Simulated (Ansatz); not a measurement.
System: Au (slab), 15 atoms in the cell.

```cif
data_structure
_symmetry_space_group_name_H-M 'P 1'
_symmetry_Int_Tables_number 1
_cell_length_a 4.2144
_cell_length_b 8.4288
_cell_length_c 31.3237
_cell_angle_alpha 90.000
_cell_angle_beta 90.000
_cell_angle_gamma 90.000
_cell_volume 1112.69
loop_
_atom_site_label
_atom_site_type_symbol
_atom_site_fract_x
_atom_site_fract_y
_atom_site_fract_z
_atom_site_occupancy
Au1 Au 0.49630 0.79552 0.56353 1
Au2 Au 0.49629 0.45866 0.55593 1
Au3 Au 0.49628 0.12185 0.56360 1
Au4 Au 0.99629 0.95854 0.60990 1
Au5 Au 0.99631 0.62383 0.60750 1
Au6 Au 0.99628 0.29345 0.60751 1
Au7 Au 0.49625 0.12505 0.65718 1
Au8 Au 0.49628 0.79076 0.65714 1
Au9 Au 0.49627 0.45801 0.65342 1
Au10 Au 0.99620 0.28756 0.70751 1
Au11 Au 0.99623 0.95444 0.70871 1
Au12 Au 0.99622 0.62128 0.70743 1
Au13 Au 0.49620 0.45388 0.74793 1
Au14 Au 0.49621 0.12111 0.75008 1
Au15 Au 0.49622 0.78660 0.75000 1
```

Level of theory: DFT PBE, scalar-relativistic, plane waves, PAW, no spin polarisation, 8×4×1 k mesh, 420 eV cutoff, Gaussian smearing of 0.1 eV; code Ansatz 0.2.0.

What does the potential across the slab give for the work function?

The work function is 4.98 eV, the same on both faces. The two vacuum levels agree, so the slab has no net dipole along its normal. The outermost atoms are 6.1 Å apart, which leaves 25.2 Å of vacuum in a cell 31.3 Å high.

The atoms aren't at rest in this cell (largest force 0.7 eV/Å), so the relaxed material can differ. Spin-orbit coupling is left out, which matters for Au.

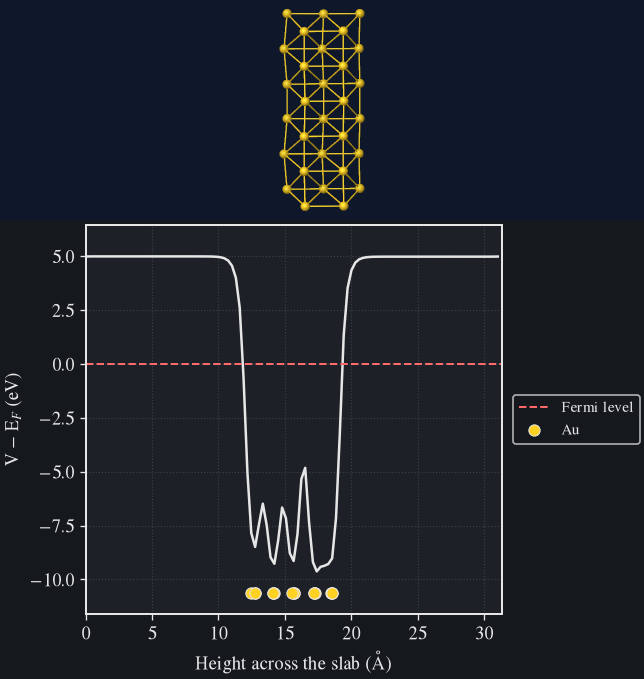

Plane-averaged electrostatic potential energy of an electron across the slab; circles at the bottom mark the heights of the atoms. The structure is drawn too.
